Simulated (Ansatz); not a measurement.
System: ZrSiO4.

Input file:

```
crystal:
  lattice:
    - [-3.3099207021, 3.3099207021, 2.9976661022]
    - [3.3099207021, -3.3099207021, 2.9976661022]
    - [3.3099207021, 3.3099207021, -2.9976661022]
  atoms:
    - { symbol: Zr, position: [0.0, 0.0, 0.0] }
    - { symbol: Zr, position: [0.75, 0.25, 0.5] }
    - { symbol: Si, position: [0.5, 0.5, 0.0] }
    - { symbol: Si, position: [0.25, 0.75, 0.5] }
    - { symbol: O, position: [0.13667733, 0.32070008, 0.81597725] }
    - { symbol: O, position: [0.07070008, 0.75472283, 0.68402275] }
    - { symbol: O, position: [0.07070008, 0.38667733, 0.31597725] }
    - { symbol: O, position: [0.50472283, 0.32070008, 0.18402275] }
    - { symbol: O, position: [0.67929992, 0.49527717, 0.81597725] }
    - { symbol: O, position: [0.61332267, 0.92929992, 0.68402275] }
    - { symbol: O, position: [0.24527717, 0.92929992, 0.31597725] }
    - { symbol: O, position: [0.67929992, 0.86332267, 0.18402275] }
basis:
  ecutwfc: 420
kpoints:
  mp_grid: { grid: [6, 6, 6] }
hamiltonian:
  xc: pbe
scf:
  occupations: { method: gaussian, width: 0.02 }
output:
  forces: true
  stress: true
  eigenvalues: true
  write_density: true
  write_potential: true
  elf: true
  volumetric_format: npy
relax:
  adjacent_minimum: "off"
  f_tol: 0.005
  max_steps: 80
  cell: { stress_tol: 0.05 }
```

Run with:

```sh
ansatz run input.yaml --threads 8 --pin off --max-ram 16384MiB --backend cpu --events-out ev --progress --plain --runs-dir out
```

Below, planes, directions and counts refer to the conventional cell (a = 6.68 Å, b = 6.68 Å, c = 6.02 Å, α = 90.00°, β = 90.00°, γ = 90.00°).

The fields are those of the run's last geometry, not of the input's.

Space group I4₁/amd; a structure from a database of computed crystals, not necessarily the ambient phase.

All numbers below come from DFT PBE, scalar-relativistic, plane waves, PAW (Ansatz).

**Predict the valence pseudo-density and electron localisation function between the atoms.**

Si–O (1.64 Å): ρ at the midpoint is about 1.2 e/Å³; the ELF peaks at about 0.85 between the atoms: a shared but strongly polarised pair.

**Does the calculation make it a metal, or give it a gap?**

It is gapped, with a Kohn–Sham gap of 4.6 eV on the k-point mesh (the band edges may lie off the mesh, which would make the gap smaller).

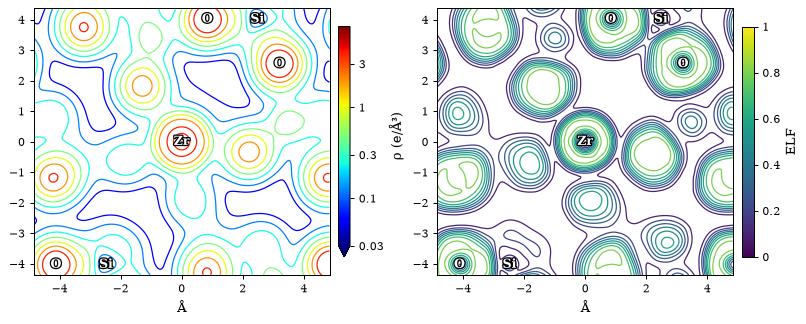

Computed valence pseudo-density and electron localisation function on the (111) plane of the conventional cell, in this order. Atoms just off the plane (Zr, 0.9 Å away, Si, 0.9 Å away and O, 0.4 Å away) can leave unmarked features too.

The density is the valence pseudo-density of a PAW calculation; it isn't the true density close to the nuclei.
